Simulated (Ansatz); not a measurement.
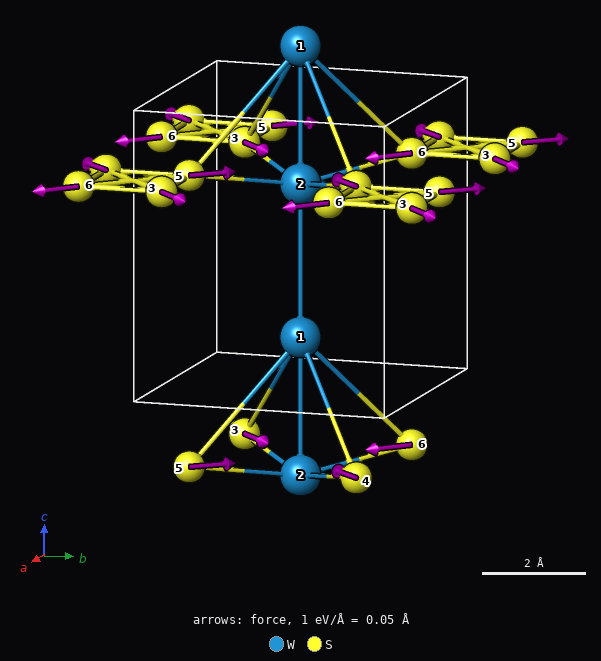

Starting geometry of solid WS₂ (a generated structure, set up in P4mm) (coarse preliminary run) with the computed forces as purple arrows. Style: ball-and-stick. Shown: the cell of the calculation, slightly off an axis.

The calculation used DFT PBE, scalar-relativistic, plane waves, PAW in Ansatz. Settings: plane-wave cutoff 420 eV; k-point mesh 4 × 4 × 4; occupations gaussian; smearing width 0.1 eV; collinear spin; cell and atoms relaxed; force threshold 0.04 eV/Å; at most 70 steps.

**What follows when this structure is relaxed?**

It isn't relaxed: the largest force vector, on S atoms, is 21.21 eV/Å. The final displacements follow the starting forces only in part (cosine between the two patterns 0.79). The energy falls by 2643 meV per atom in 12 accepted moves (13 points after the start). The largest force component goes from 15 to 0.011 eV/Å. Pressure: 27.79 GPa at the start and 0.06 GPa at the end. At 1 point the geometry stayed and the basis and grid were re-selected for the new cell (energy shift of 1.2 meV per atom at most each time). The largest moves relative to the cell, 0.75 Å, are those of S3, S4, S5 and S6. S3 goes along [2 2 1]. Largest moves by element: S 0.75 Å, W 0.69 Å. The drawn cell changes as follows: a = b 5.154 → 5.778 Å (+12.1 %), c 5.814 → 5.031 Å (−13.5 %); the volume changes by +8.7 %. Some distances before and after: S3–S4 2.423 → 4.106 Å, S3–S5 1.713 → 2.903 Å, W1–S3 3.393 → 2.419 Å, W1–W2 3.062 → 2.410 Å. Bonds break: S3–S5 (1.71 → 2.90 Å), S3–S6 (1.71 → 2.90 Å), S4–S5 (1.71 → 2.90 Å), S4–S6 (1.71 → 2.90 Å). Bond angles that change, for instance: S3–W2–S4 161.9° → 114.4°, W1–W2–S3 99.0° → 122.8°, W1–W2–S3 81.0° → 57.2°. The space group (tolerance 0.01 Å) goes from P4mm (No. 99) to P4/mmm (No. 123). Cost: 6.1 min on 1 thread of Intel(R) Xeon(R) Platinum 8259CL CPU @ 2.50GHz (Skylake/Cascade Lake), with other jobs on the host, peak memory 0.56 GiB.
